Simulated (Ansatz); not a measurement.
# Be₂Se: what the fields show

Input file:

```
crystal:
  lattice:
    - [7.6991044298, 0.0, 0.0]
    - [0.0, 3.7584051556, 0.0]
    - [0.0, 0.0, 5.906399012]
  atoms:
    - { symbol: Be, position: [0.4777685914, 0.25, 0.4183059993] }
    - { symbol: Be, position: [0.0222314086, 0.75, 0.9183059993] }
    - { symbol: Be, position: [0.5222314086, 0.75, 0.5816940007] }
    - { symbol: Be, position: [0.9777685914, 0.25, 0.0816940007] }
    - { symbol: Be, position: [0.5214365708, 0.75, 0.2080848384] }
    - { symbol: Be, position: [0.0214365708, 0.75, 0.2919151616] }
    - { symbol: Be, position: [0.4785634292, 0.25, 0.7919151616] }
    - { symbol: Be, position: [0.9785634292, 0.25, 0.7080848384] }
    - { symbol: Se, position: [0.8320468442, 0.75, 0.6002214275] }
    - { symbol: Se, position: [0.6679531558, 0.25, 0.1002214275] }
    - { symbol: Se, position: [0.1679531558, 0.25, 0.3997785725] }
    - { symbol: Se, position: [0.3320468442, 0.75, 0.8997785725] }
basis:
  ecutwfc: 420
kpoints:
  mp_grid: { grid: [4, 8, 6] }
  band_path:
    path:
      - [[0.0, 0.0, 0.0], [0.5, 0.0, 0.0], [0.5, 0.5, 0.0], [0.0, 0.5, 0.0], [0.0, 0.0, 0.0], [0.0, 0.0, 0.5], [0.5, 0.0, 0.5], [0.5, 0.5, 0.5], [0.0, 0.5, 0.5], [0.0, 0.0, 0.5]]
      - [[0.5, 0.0, 0.0], [0.5, 0.0, 0.5]]
      - [[0.0, 0.5, 0.0], [0.0, 0.5, 0.5]]
      - [[0.5, 0.5, 0.0], [0.5, 0.5, 0.5]]
    npoints: 10
hamiltonian:
  xc: pbe
scf:
  occupations: { method: gaussian, width: 0.1 }
  n_extra_bands: 30
output:
  forces: true
  stress: true
  eigenvalues: true
  populations: true
  dos: { projected: true, de: 0.02, nscf_kmesh: { grid: [5, 10, 8] } }
  bader: false
  write_density: true
  write_potential: true
  elf: true
  volumetric_format: npy
```

Launched as:

```sh
ansatz run input.yaml --threads 1 --pin off --max-ram 2560MiB --backend cpu --events-out ev --progress --plain --runs-dir out
```

Below, planes, directions and counts refer to the conventional cell (a = 7.70 Å, b = 3.76 Å, c = 5.91 Å, α = 90.00°, β = 90.00°, γ = 90.00°).

Space group Pnma; a generated structure, not necessarily the stable one.

Level of theory: DFT PBE, scalar-relativistic, plane waves, PAW (Ansatz 0.2.0).

In a PAW calculation such maps are meaningful between the atoms, not at the nuclei.

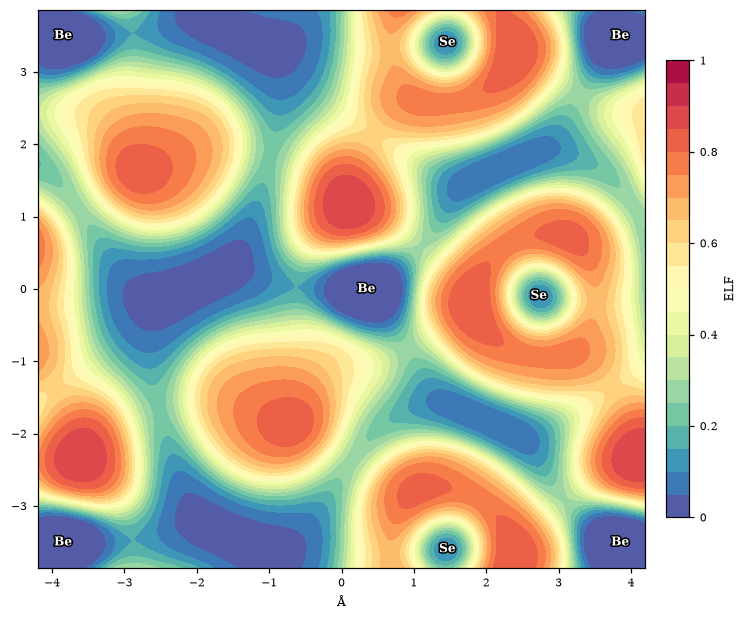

Figure 1. Electron localisation function on the (011̄) plane of the conventional cell.

**Describe what can be read from this map.**

The section cuts through Be and Se sites.
Atoms just off the plane (Be, 0.9 Å away) can leave unmarked features too.
Be–Se (2.39 Å): the ELF is about 0.80 at the midpoint.
The ELF has a maximum of about 0.90 in the space between the atoms, on no atom or two-centre bond.

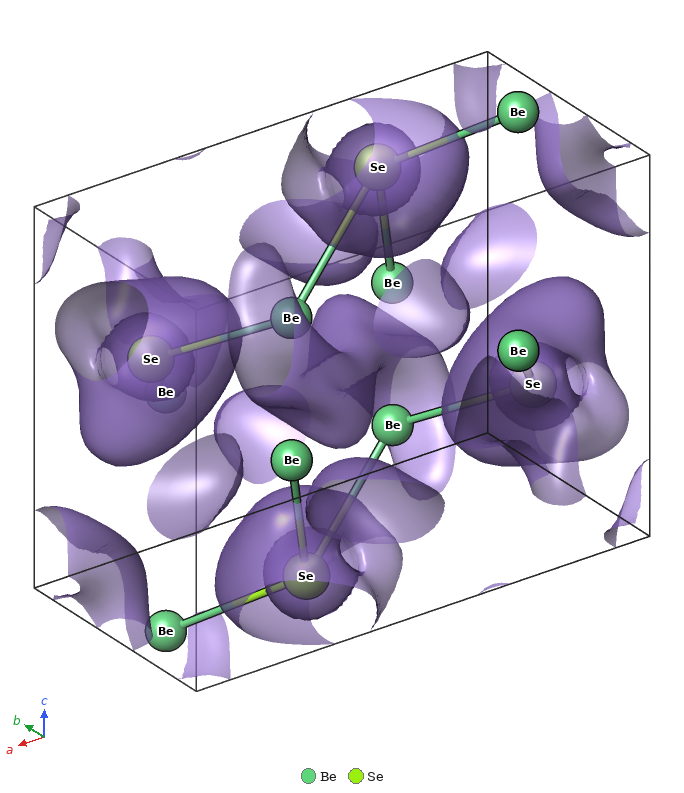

Figure 2. Isosurface of the electron localisation function at 0.7 (purple), seen at an oblique angle. Core shells and regions of very low density are left out. Sticks mark near contacts.

**What do the ELF domains correspond to?**

The ELF exceeds this value in four regions wrapped around Se (the valence shell of each) and channels that run through the cell in one direction, counted in one cell of 12 atoms. Regions shared between cells count once.


Be–Se (2.28 Å): the ELF peaks at about 0.85 between the atoms. Be–Se (2.33 Å): the ELF peaks at about 0.85 between the atoms.

**Does the calculation give a band gap?**

It is gapless in this calculation (a metal or semimetal).
